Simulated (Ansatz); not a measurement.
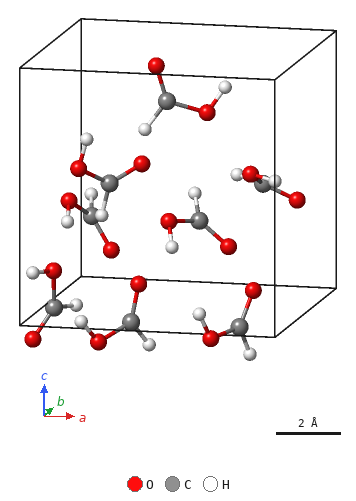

Starting frame of a dynamics run of a periodic cell with 8 HCOOH at 1.103 g/cm³. The picture is a ball-and-stick view of the simulation cell, seen slightly off an axis.

Computed with DFT PBE-D3(BJ), scalar-relativistic, plane waves, PAW (Ansatz).

Input
```yaml
accuracy: low
crystal:
  lattice:
    - [8.215003, 0.0, 0.0]
    - [0.0, 8.215003, 0.0]
    - [0.0, 0.0, 8.215003]
  atoms:
    - { symbol: O, position: [0.58701421, 0.61339728, 0.73641589] }
    - { symbol: C, position: [0.4462833, 0.54377589, 0.787881] }
    - { symbol: O, position: [0.41157964, 0.51395839, 0.92931751] }
    - { symbol: H, position: [0.65256613, 0.63429836, 0.83422648] }
    - { symbol: H, position: [0.36667597, 0.51742519, 0.67950311] }
    - { symbol: O, position: [0.0319356, 0.41969375, 1.13420487] }
    - { symbol: C, position: [0.02102729, 0.47316889, 0.98044999] }
    - { symbol: O, position: [-0.04416223, 0.39966914, 0.86881737] }
    - { symbol: H, position: [-0.02282418, 0.30934172, 1.14466868] }
    - { symbol: H, position: [0.07886664, 0.59384436, 0.96978165] }
    - { symbol: O, position: [0.76568973, -0.07018729, -0.00240654] }
    - { symbol: C, position: [0.84506752, 0.0681538, 0.02046956] }
    - { symbol: O, position: [0.88565755, 0.12365214, 0.15327262] }
    - { symbol: H, position: [0.73412757, -0.1253266, 0.10203968] }
    - { symbol: H, position: [0.87078629, 0.13033951, -0.09585848] }
    - { symbol: O, position: [0.22684831, 0.01778243, 0.61610523] }
    - { symbol: C, position: [0.3208521, 0.13121454, 0.54167484] }
    - { symbol: O, position: [0.42878034, 0.20783481, 0.60763614] }
    - { symbol: H, position: [0.26005014, 0.01120427, 0.73267557] }
    - { symbol: H, position: [0.28719713, 0.14319217, 0.41338481] }
    - { symbol: O, position: [0.44992068, 0.55880028, 0.31868546] }
    - { symbol: C, position: [0.53707714, 0.69401224, 0.29924123] }
    - { symbol: O, position: [0.64755259, 0.71019935, 0.2005654] }
    - { symbol: H, position: [0.48173393, 0.47836337, 0.23518294] }
    - { symbol: H, position: [0.49611116, 0.79045928, 0.38550553] }
    - { symbol: O, position: [0.87678574, 0.11705191, 0.60554152] }
    - { symbol: C, position: [0.88904163, 0.2684537, 0.53996814] }
    - { symbol: O, position: [1.0102582, 0.32032131, 0.47217957] }
    - { symbol: H, position: [0.98456548, 0.06501808, 0.59290325] }
    - { symbol: H, position: [0.77111353, 0.33790679, 0.55711686] }
    - { symbol: O, position: [0.30622392, 1.01164368, 0.9481129] }
    - { symbol: C, position: [0.40607843, 1.1265539, 1.00815539] }
    - { symbol: O, position: [0.43070264, 1.14799188, 1.15239703] }
    - { symbol: H, position: [0.25459989, 0.94400137, 1.03780575] }
    - { symbol: H, position: [0.46009219, 1.19681756, 0.90942823] }
    - { symbol: O, position: [0.02937381, 0.6830339, 0.35520113] }
    - { symbol: C, position: [0.08795047, 0.8090988, 0.27528441] }
    - { symbol: O, position: [0.16587937, 0.80238088, 0.14751099] }
    - { symbol: H, position: [0.04813208, 0.5792639, 0.29453463] }
    - { symbol: H, position: [0.05834667, 0.92362369, 0.33671636] }
basis:
  ecutwfc: 420.0
kpoints:
  mp_grid: { grid: [1, 1, 1] }
hamiltonian:
  xc: pbe
  dispersion: d3bj
scf:
  occupations: { method: fermi_dirac, width: 0.02 }
  lower_state_search: "off"
md:
  timestep: 0.5
  n_steps: 180
  ensemble: nvt_langevin
  temperature: 300.0
  initial_velocities: maxwell_boltzmann
  seed: 300267
  friction: 0.02
```

Run as
```bash
ansatz run input.yaml --threads 1 --pin off --max-ram 3072MiB --backend cpu --events-out ev --progress --plain --runs-dir out
```

**Predict how the run goes.**

The mean temperature in the second half is 255 K (standard deviation 20 K). The potential energy in the second half lies on average 26.0 meV per atom above the first frame. Root-mean-square distances from the starting positions over the second half, with the common drift of all atoms taken out: H 0.33 Å, O 0.26 Å, C 0.23 Å. The heavy atoms stay within a fraction of a molecule's size of their starting places; so short a run doesn't tell a liquid from a solid.

Along the run (each row but the first and the last is the mean over the interval that it begins):

| time (fs) | potential energy (meV/atom) | T (K) |
| --- | --- | --- |
| 0.0 | 0.0 | 292 |
| 15.0 | 17.0 | 228 |
| 30.0 | 23.3 | 248 |
| 45.0 | 22.7 | 257 |
| 60.0 | 29.2 | 260 |
| 75.0 | 26.2 | 250 |
| 90.0 | 24.7 | 232 |

The paths of the atoms:

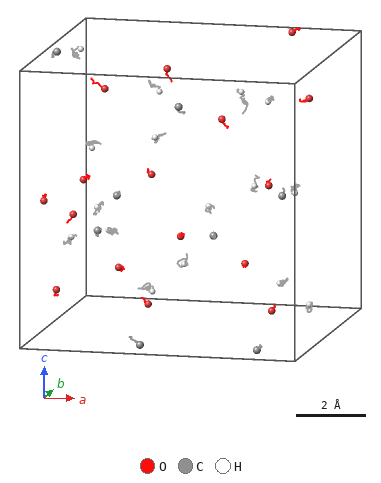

Limits of the set-up: the program's low-accuracy preset was used; the periodic images lie only 8.2 Å apart, so the values are limited by the cell's size.

The run took 6.9 min on 1 thread of AMD EPYC 9R14 (Zen 4) (shared host), peak memory 0.62 GiB.
